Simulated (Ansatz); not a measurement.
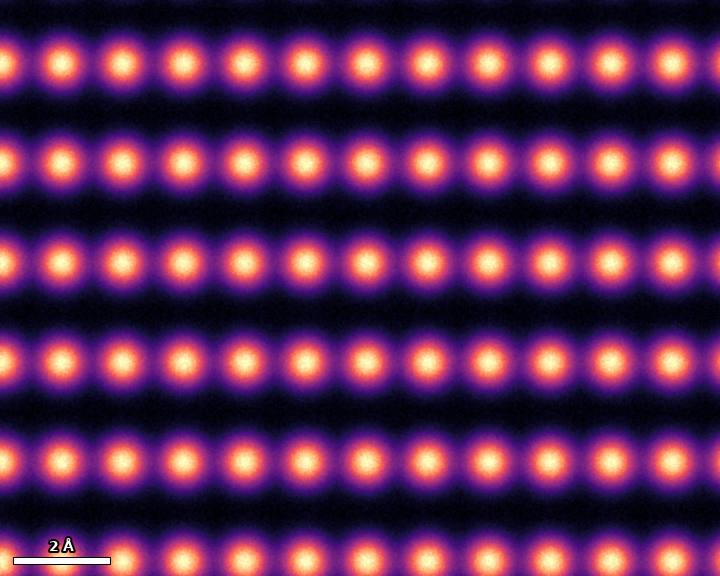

Dark-field STEM-like image of Cu. The image is simulated as a sum over atoms of Z^1.7, blurred by a 0.73 Å probe (no channelling). The probe carries 25 % of its weight in a tail 2.5 times as wide. The display is stretched by a gamma of 0.8; percentages refer to the linear signal. Shot noise was added.

Q: Measure the repeat of the pattern.

A: The pattern repeats on a rectangular net of 1.3 × 2.1 Å.

Q: Which plane group does this projection have?

A: p2mm: mirror lines in two perpendicular directions, with twofold points where they cross.

Q: How many columns does the smallest repeating cell hold, and how many levels of brightness?

A: 1 column in the primitive cell of 2.7 Å², all of one brightness.

The crystal is Cu (P6_3/mmc, No. 194) seen along [210]. Atomic positions: the end point of a relaxation at fixed volume with Ansatz, DFT r2SCAN, scalar-relativistic, plane waves, PAW; the starting structure was generated, so it need not be a known form of this composition.
